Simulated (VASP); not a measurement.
Crystal: GaAs, the geometry relaxed with VASP Kohn-Sham DFT of a periodic cell, PBE, VASP PAW PBE potentials, recommended in VASP.

```yaml
crystal:
  lattice:
    - [5.75014, 0.00000, 0.00000]
    - [0.00000, 5.75014, 0.00000]
    - [0.00000, 0.00000, 5.75014]
  atoms:
    - { symbol: As, position: [0.50000, 0.50000, 0.50000] }
    - { symbol: Ga, position: [0.25000, 0.25000, 0.25000] }
    - { symbol: As, position: [0.50000, 0.00000, 0.00000] }
    - { symbol: Ga, position: [0.25000, 0.75000, 0.75000] }
    - { symbol: As, position: [0.00000, 0.50000, 0.00000] }
    - { symbol: Ga, position: [0.75000, 0.25000, 0.75000] }
    - { symbol: As, position: [0.00000, 0.00000, 0.50000] }
    - { symbol: Ga, position: [0.75000, 0.75000, 0.25000] }
```

What does its first Brillouin zone look like, and which path through it is standard?

It has a face-centred cubic lattice (cF; extended symbol cF2). The zone is a truncated octahedron in its combinatorial type: 14 faces (6 with 4 edges, 8 with 6 edges), 36 edges, 24 vertices. Path: Γ–X–U | K–Γ–L–W–X.

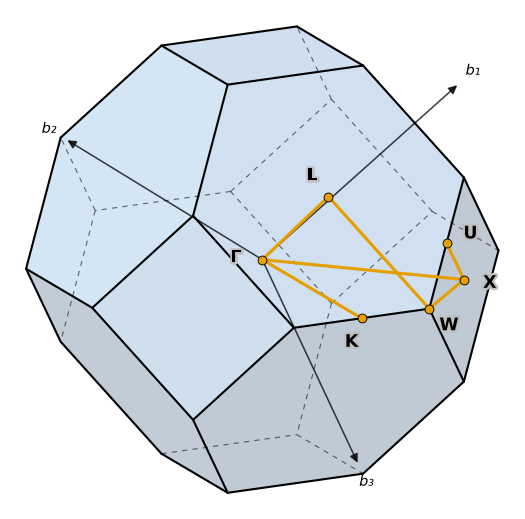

Labels and path follow the convention of Hinuma et al. (2017), as computed by seekpath; the arrows show the directions of the reciprocal primitive vectors b₁, b₂, b₃, in which coordinates are given; lengths include the factor 2π.

| point | k₁ | k₂ | k₃ | length of k (1/Å) |
| --- | --- | --- | --- | --- |
| Γ | 0 | 0 | 0 | 0.000 |
| X | 1/2 | 0 | 1/2 | 1.093 |
| L | 1/2 | 1/2 | 1/2 | 0.946 |
| W | 1/2 | 1/4 | 3/4 | 1.222 |
| K | 3/8 | 3/8 | 3/4 | 1.159 |
| U | 5/8 | 1/4 | 5/8 | 1.159 |
